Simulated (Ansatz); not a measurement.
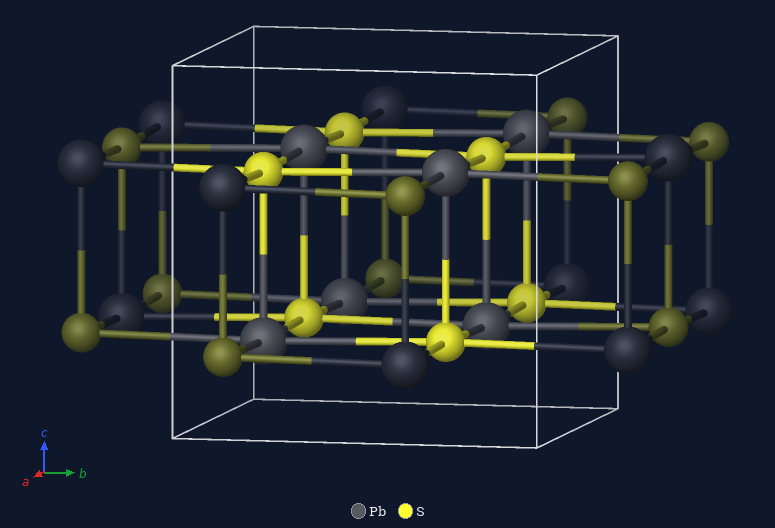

Figure: ball-and-stick view slightly off an axis. The wireframe shows the conventional unit cell. Atoms just outside the outline that bond to atoms inside are added, in fainter colours.

PbS, space group Cmme (No. 67), a = 5.937 Å, b = 6.175 Å, c = 6.194 Å, α = 90.00°, β = 90.00°, γ = 90.00°. The structure was taken from a structure listed in the Materials Project. The cell was then strained or its atoms displaced on purpose. It went into a calculation with Ansatz.

This one geometry was computed with Ansatz (DFT, plane waves, PAW) at three levels of theory: r2SCAN, HSE06 and PBE.

How does the band gap change with the level of theory?

Answer. PBE: a gap of 0.94 eV, direct; r2SCAN: a gap of 1.21 eV, direct; HSE06: a gap of 1.45 eV, direct.

Collect the results in a table.

Answer.
| level | cutoff (eV) | k-mesh of the run's cell | gap (eV) | pressure (GPa) |
| --- | --- | --- | --- | --- |
| r2SCAN | 500 | 4×6×6 | 1.21 | -1.8 |
| HSE06 | 420 | 4×4×4 | 1.45 | -1.9 |
| PBE | 420 | 4×6×6 | 0.94 | -0.8 |

Gaps are taken on the k-mesh or band path of each run.
